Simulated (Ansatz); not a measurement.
# Al8O: geometry relaxation (part 2 of 2)

Continued. System: Al8O (slab, 9 atoms in the cell). Method: DFT PBEsol, scalar-relativistic, plane waves, PAW, no spin polarisation (Ansatz 0.2.0); cutoff 420 eV, 12×12×1 k-mesh, Gaussian smearing of 0.1 eV. The structure derives from a Materials Project entry. The input holds or restrains some coordinates. Forces given for the steps count only the free coordinates. It belongs to a series of runs on one base structure; here: O put at a top Al site.

Geometry of the input (Å; fractional positions):
```
2.8363  0.0000  0.0000
-1.4181  2.4563  0.0000
0.0000  0.0000  35.3138
Al 0.3333  0.6667  0.2407
Al 0.0000  0.0000  0.3067
Al 0.6667  0.3333  0.3727
Al 0.0000  0.0000  0.4387
Al 0.3333  0.6667  0.5042
Al 0.0000  0.0000  0.5704
Al 0.6667  0.3333  0.6368
Al 0.0000  0.0000  0.7041
O  0.0000  0.0000  0.7574
```

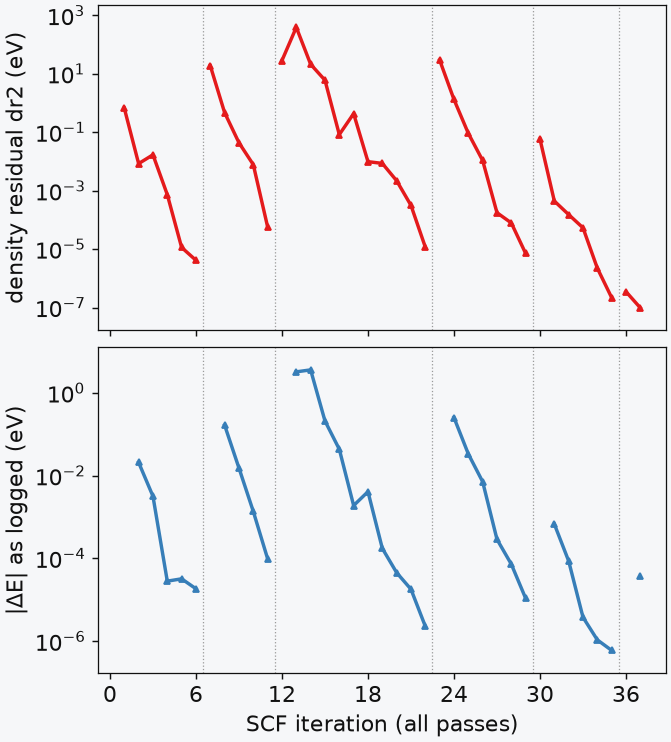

*Convergence of the self-consistent field: density residual dr2 and size of the energy change against the SCF iteration. The dotted lines part the SCF passes of the relaxation: geometry steps, rejected trials and re-solves on a re-selected basis.*

The 6 passes take 2 to 11 iterations each, 37 in all.

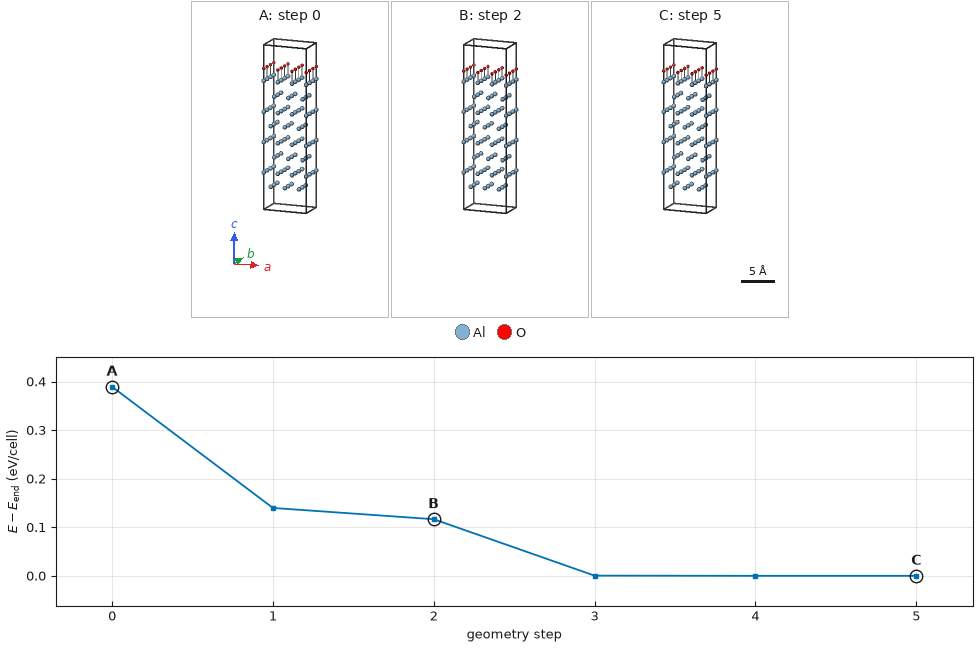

*Frames of the restrained relaxation (ball-and-stick view of the 3 × 3 repeat of the cell, with the vacuum cut short, seen slightly off an axis) above the curves, on which the letters mark them (the first geometry is step 0 here and step 1 in the log).*

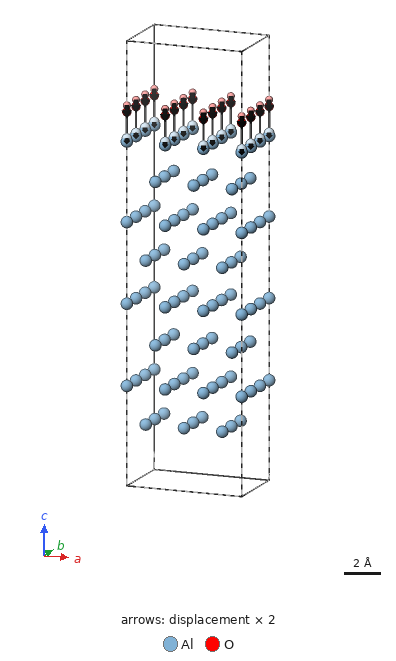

*Start (faint) and end (solid) with the displacements as black arrows, magnified 2 times (ball-and-stick view of the 3 × 3 repeat of the cell, with the vacuum cut short, seen slightly off an axis).*

O9 moves most: 0.38 Å. By element the largest moves are O 0.38 Å, Al 0.17 Å. The cell doesn't change. Among the contacts that change: Al8–O9 1.880 → 1.677 Å. The energy falls by 0.389 eV per cell of the calculation in 5 geometry steps. The largest force component goes from 3 to 0.013 eV/Å. (Atoms are counted from 1 in the order of the input.)

```
WARN: The output density's exchange-correlation potential varies sharply where the density is thin. Do not read a vacuum level from v_tot or v_xc, or from such a field of the output density. On a cell that repeats whose density bears no net charge and no dipole along the vacuum's axis use v_es (v_loc + v_h of the components); under efield.dipole_correction with no amplitude use v_es + v_field, which holds any external_charges[].barrier, or the levels of the report's work_function block, which leave it out; under a non-zero efield.amplitude the vacuum is tilted and has no level; on a cell that repeats and bears such a dipole with no correction it is tilted too, and efield.dipole_correction with no amplitude gives each side of its ramp a level where efield: is served; in a cell that repeats whose density bears a net charge (total_charge, or a fill off its count) it is curved and has none; of a slab under crystal.periodic whose density bears no net charge use v_es, which has a level on each side, short of where the two are joined; of another it falls or rises all the way out and has none; of a slab beside external_charges read slab_vacuum_level instead, which it has where they leave it neutral. The grid or the basis barely resolves most such structure, and the values can differ between equally converged runs; as a rule a tighter scf.convergence.dr2_threshold does not remove it. Where the density itself ripples (under the LDA too) a higher basis.ecutwfc lessens it. The files hold the spikes' plane waves up to the density's cutoff. Files: v_tot_of_output_density and the like, and their columns of v_z.tsv (output.write_potential); v_xc_of_output_density and the like, and their columns of v_comp_z.tsv (output.write_potential_components). Measured: with its Gaussian average of σ = 0.25 Å subtracted twice, the exchange-correlation potential is over 0.1 eV at 3 of the grid points where the equally averaged density (valence and model cores) is under 1e-3 e/Å³, and 0.109 eV at the most among them, at an averaged density of 1.5e-8 e/Å³. The input density's (outcome.potential() and, of a run that writes arrays, v_tot and v_xc) is over 0.1 eV, so measured, at 495 points of its own thin density, 0.154 eV at the most. See output.write_potential in the manual, Limitations
SCF converged after 2 iterations
Free energy (F): -4753.927895 eV
Harris-Foulkes:  -4753.927895 eV  (|F-HF|=3.31e-8)
Internal energy: -4753.897033 eV  (E = F + TS)
E sigma→0 (E₀):  -4753.912464 eV
Entropy (-TS):   -0.030862 eV (-3.429 meV/atom)
Fermi energy:    1.152622 eV
Dipole field:    D = -0.159113 V/Å  (p = -0.216330 e·Å, saw-weighted, corrected)
Work function:   Φ+ = 9.7479 eV   Φ− = 4.1290 eV
Levels:          The Fermi level and band energies are counted from a zero that moves with the ramp; work functions are not
--- Per-component energies (eV) ---
  E_band       = -106.757106
  E_kinetic    = 353.646134
  E_local      = -11468.232498  (includes V_loc(G=0)·N_el)
  E_nonlocal   = 132.833534
  E_hartree    = 5628.833907
  E_xc         = -385.941195
  E_vxc        = -323.718707  (∫ρ·V_xc dr)
  E_paw        = -3789.257252  (= ΣΔE_a)
  E_vpaw       = -63.556715  (= ΣTr[D̂ρ^β])
  E_aug_tail   = 0.002246  (compensation charges beyond the density's cutoff)
  E_efield     = 0.017210  (sawtooth field / dipole correction)
  E_vefield    = 4.585471  (∫n·V_field dr)
  E_ewald      = 4774.012481
  E_core_change = 0.188400  (= ΣΔE_core)
  E_smearing   = -0.030862  (= −TS)
  E_closure    = 0.000000  (closes the sum)
  Σ components = -4753.927895   (vs F -4753.927895, Δ=0.00e0)
--- Forces (eV/Å), atoms counted from 1 ---
  atom   1  Al     0.00000000     0.00000000     0.01666228
  atom   2  Al     0.00000000     0.00000000     0.01550267
  atom   3  Al    -0.00000000    -0.00000000    -0.03166291
  atom   4  Al     0.00000000     0.00000000     0.00406426
  atom   5  Al     0.00000000     0.00000000    -0.00289039
  atom   6  Al     0.00000000     0.00000000     0.00349186
  atom   7  Al    -0.00000000     0.00000000    -0.00116859
  atom   8  Al     0.00000000    -0.00000000     0.00933667
  atom   9  O      0.00000000     0.00000000    -0.01334125
  max |Σ_I F_I| component: 5.39e-6 eV/Å
--- Band table (eV; the first three rows and the last of 19) ---
  k-point 0: bands = ["-15.7560", "-9.9804", "-9.6685", "-9.1748", "-8.4554", "-7.5617", "-6.4736", "-5.2383", "-3.8138", "-2.5363", "-1.2090", "0.0909", "1.5383", "1.5383", "1.6421", "3.3256", "4.7880", "5.7283", "6.7826", "7.9356", "9.2495", "10.5005", "10.7302", "11.8717"]
  k-point 1: bands = ["-15.7044", "-9.8106", "-9.4992", "-9.0065", "-8.2883", "-7.3962", "-6.3101", "-5.0777", "-3.6570", "-2.3986", "-1.0869", "0.1950", "1.2307", "1.4949", "1.8571", "3.4909", "4.9488", "5.8843", "6.9334", "8.0609", "9.2796", "9.4489", "9.8081", "10.0722"]
  k-point 2: bands = ["-15.5600", "-9.3023", "-8.9928", "-8.5028", "-7.7884", "-6.9012", "-5.8217", "-4.5992", "-3.1939", "-1.9983", "-0.7367", "0.3007", "0.8837", "1.3779", "2.2783", "3.9275", "5.3597", "6.0804", "6.5000", "6.6384", "6.9819", "7.4794", "7.6916", "8.3804"]
  k-point 18: bands = ["-14.7973", "-2.1780", "-2.0443", "-2.0380", "-1.9293", "-1.8134", "-1.7986", "-1.5593", "-1.5246", "-1.4428", "-1.1367", "-1.1177", "-0.8999", "-0.6685", "-0.2463", "-0.1530", "0.3850", "0.3903", "0.7073", "0.9357", "1.6715", "2.0475", "2.6710", "2.8047"]
--- Relaxed structure (6 steps of the walk, 6 accepted, 0 SCFs on fresh bases) ---
  F+E_penalty+E_count = -4753.92789510 eV   max|allowed force component| = 1.334e-2 eV/Å
  atoms:
    - { symbol: Al, position: [0.33333333333333326, 0.6666666666666666, 0.24069936559999996] }
    - { symbol: Al, position: [0.0, 0.0, 0.30669452619999993] }
    - { symbol: Al, position: [0.6666666666666667, 0.33333333333333326, 0.37268968669999997] }
    - { symbol: Al, position: [0.0, 0.0, 0.43868484729999996] }
    - { symbol: Al, position: [0.33333333333333326, 0.6666666666666666, 0.504033859424314] }
    - { symbol: Al, position: [-1.3106112293967324e-18, -3.7446035125620792e-19, 0.5697335640451916] }
    - { symbol: Al, position: [0.6666666666666667, 0.33333333333333326, 0.6352564118631799] }
    - { symbol: Al, position: [-9.19480351513925e-18, -2.6270867186112165e-18, 0.6991927913096454] }
    - { symbol: O, position: [-1.992490162690392e-17, -5.692829036258268e-18, 0.7466676965691572] }
```

### Trajectory as extended XYZ (Å, eV, eV/Å), 6 frames, from step=1 to step=6
```
9
Lattice="2.8363 0.0000 0.0000 -1.4181 2.4563 0.0000 0.0000 0.0000 35.3138" Properties=species:S:1:pos:R:3:forces:R:3 step=1 energy=-4753.53864
Al    0.0000    1.6375    8.5000    0.0000   0.0000   0.0069
Al    0.0000    0.0000   10.8305    0.0000   0.0000   0.0175
Al    1.4181    0.8188   13.1611    0.0000   0.0000  -0.0297
Al    0.0000    0.0000   15.4916    0.0000   0.0000   0.0126
Al    0.0000    1.6375   17.8037    0.0000   0.0000   0.0632
Al    0.0000    0.0000   20.1443    0.0000   0.0000  -0.0257
Al    1.4181    0.8188   22.4875    0.0000   0.0000   0.2204
Al    0.0000    0.0000   24.8655    0.0000   0.0000   2.6862
O     0.0000    0.0000   26.7455    0.0000   0.0000  -2.9511
9
Lattice="2.8363 0.0000 0.0000 -1.4181 2.4563 0.0000 0.0000 0.0000 35.3138" Properties=species:S:1:pos:R:3:forces:R:3 step=2 energy=-4753.78813
Al    0.0000    1.6375    8.5000    0.0000   0.0000   0.0059
Al    0.0000    0.0000   10.8305    0.0000   0.0000   0.0172
Al    1.4181    0.8188   13.1611    0.0000   0.0000  -0.0385
Al    0.0000    0.0000   15.4916    0.0000   0.0000   0.0813
Al    0.0000    1.6375   17.8238    0.0000   0.0000  -0.0320
Al    0.0000    0.0000   20.1568    0.0000   0.0000   0.0413
Al    1.4181    0.8188   22.5072    0.0000   0.0000  -0.0894
Al    0.0000    0.0000   24.7613    0.0000   0.0000   2.1645
O     0.0000    0.0000   26.5517    0.0000   0.0000  -2.1509
9
Lattice="2.8363 0.0000 0.0000 -1.4181 2.4563 0.0000 0.0000 0.0000 35.3138" Properties=species:S:1:pos:R:3:forces:R:3 step=3 energy=-4753.81133
Al    0.0000    1.6375    8.5000    0.0000   0.0000   0.0173
Al    0.0000    0.0000   10.8305    0.0000   0.0000   0.0091
Al    1.4181    0.8188   13.1611    0.0000   0.0000  -0.0165
Al    0.0000    0.0000   15.4916    0.0000   0.0000  -0.0016
Al    0.0000    1.6375   17.8057    0.0000   0.0000   0.0874
Al    0.0000    0.0000   20.1628    0.0000   0.0000  -0.0663
Al    1.4181    0.8188   22.4825    0.0000   0.0000   0.0362
Al    0.0000    0.0000   24.7686    0.0000   0.0000  -2.9376
O     0.0000    0.0000   26.3589    0.0000   0.0000   2.8725
9
Lattice="2.8363 0.0000 0.0000 -1.4181 2.4563 0.0000 0.0000 0.0000 35.3138" Properties=species:S:1:pos:R:3:forces:R:3 step=4 energy=-4753.92749
Al    0.0000    1.6375    8.5000    0.0000   0.0000   0.0156
Al    0.0000    0.0000   10.8305    0.0000   0.0000   0.0148
Al    1.4181    0.8188   13.1611    0.0000   0.0000  -0.0309
Al    0.0000    0.0000   15.4916    0.0000   0.0000   0.0168
Al    0.0000    1.6375   17.8044    0.0000   0.0000  -0.0035
Al    0.0000    0.0000   20.1290    0.0000   0.0000  -0.0105
Al    1.4181    0.8188   22.4425    0.0000   0.0000   0.0065
Al    0.0000    0.0000   24.7025    0.0000   0.0000   0.1184
O     0.0000    0.0000   26.3833    0.0000   0.0000  -0.1269
9
Lattice="2.8363 0.0000 0.0000 -1.4181 2.4563 0.0000 0.0000 0.0000 35.3138" Properties=species:S:1:pos:R:3:forces:R:3 step=5 energy=-4753.92789
Al    0.0000    1.6375    8.5000    0.0000   0.0000   0.0167
Al    0.0000    0.0000   10.8305    0.0000   0.0000   0.0155
Al    1.4181    0.8188   13.1611    0.0000   0.0000  -0.0317
Al    0.0000    0.0000   15.4916    0.0000   0.0000   0.0041
Al    0.0000    1.6375   17.7993    0.0000   0.0000  -0.0029
Al    0.0000    0.0000   20.1194    0.0000   0.0000   0.0034
Al    1.4181    0.8188   22.4333    0.0000   0.0000  -0.0010
Al    0.0000    0.0000   24.6911    0.0000   0.0000   0.0096
O     0.0000    0.0000   26.3676    0.0000   0.0000  -0.0135
9
Lattice="2.8363 0.0000 0.0000 -1.4181 2.4563 0.0000 0.0000 0.0000 35.3138" Properties=species:S:1:pos:R:3:forces:R:3 step=6 energy=-4753.92789
Al    0.0000    1.6375    8.5000    0.0000   0.0000   0.0167
Al    0.0000    0.0000   10.8305    0.0000   0.0000   0.0155
Al    1.4181    0.8188   13.1611    0.0000   0.0000  -0.0317
Al    0.0000    0.0000   15.4916    0.0000   0.0000   0.0041
Al    0.0000    1.6375   17.7993    0.0000   0.0000  -0.0029
Al    0.0000    0.0000   20.1194    0.0000   0.0000   0.0035
Al    1.4181    0.8188   22.4333    0.0000   0.0000  -0.0012
Al    0.0000    0.0000   24.6911    0.0000   0.0000   0.0093
O     0.0000    0.0000   26.3676    0.0000   0.0000  -0.0133
```

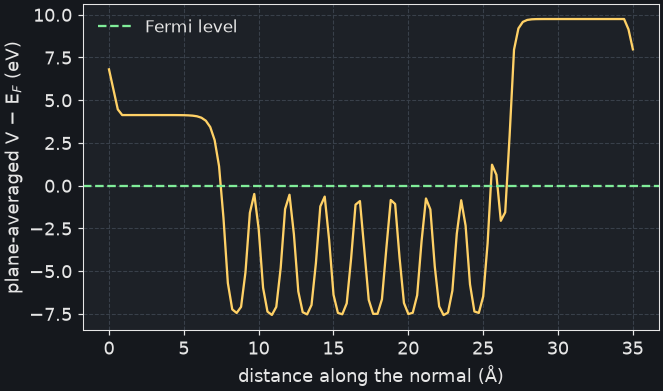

*Plane average of the electrostatic potential energy of an electron across the cell, from the Fermi level.*

The vacuum level lies 9.75 eV above the Fermi level on the upper side and 4.13 eV on the lower.

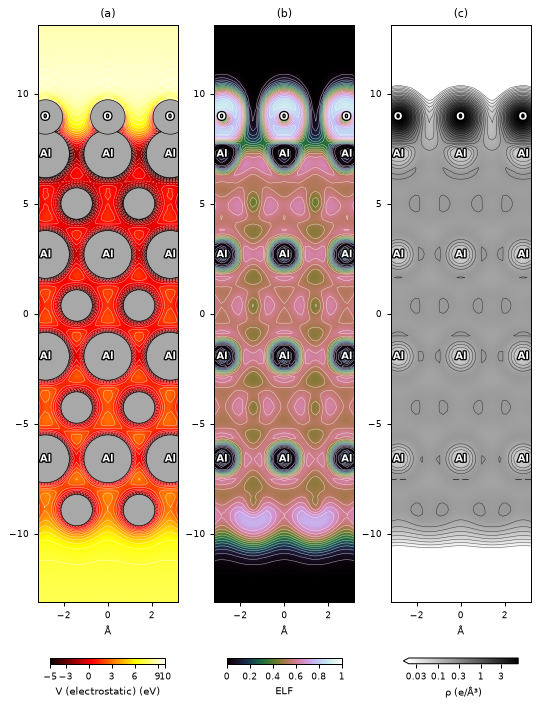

*(a) electrostatic potential energy of an electron; (b) electron localisation function; (c) valence charge density (pseudo) on the (11̄0) plane of the calculation cell, a cut from vacuum to vacuum. Grey discs, where drawn, cover atomic cores.*

Al–O (1.68 Å): ρ is about 0.94 e/Å³ halfway; the ELF is about 0.80 at the midpoint. The density dies away to nearly zero in the vacuum. In a PAW calculation such maps are meaningful between the atoms, not at the nuclei.

### Results in brief

```csv
quantity,value
outcome,converged under the restraints of the input
electrons treated,30
free energy,−4753.9279 eV
"work function, top face",9.75 eV
"work function, bottom face",4.13 eV
Fermi energy,1.153 eV
gap on the k-point mesh,none (metallic)
final volume,246.02 Å³
work function (upper face),9.75 eV
"largest force (length of the vector) at the end, held atoms and coordinates included",0.032 eV/Å
wall time,48 s (CPU time 92 s)
peak memory,0.5 GiB
```

### Remarks

The program warns: the exchange-correlation potential is rough where the density is thin.
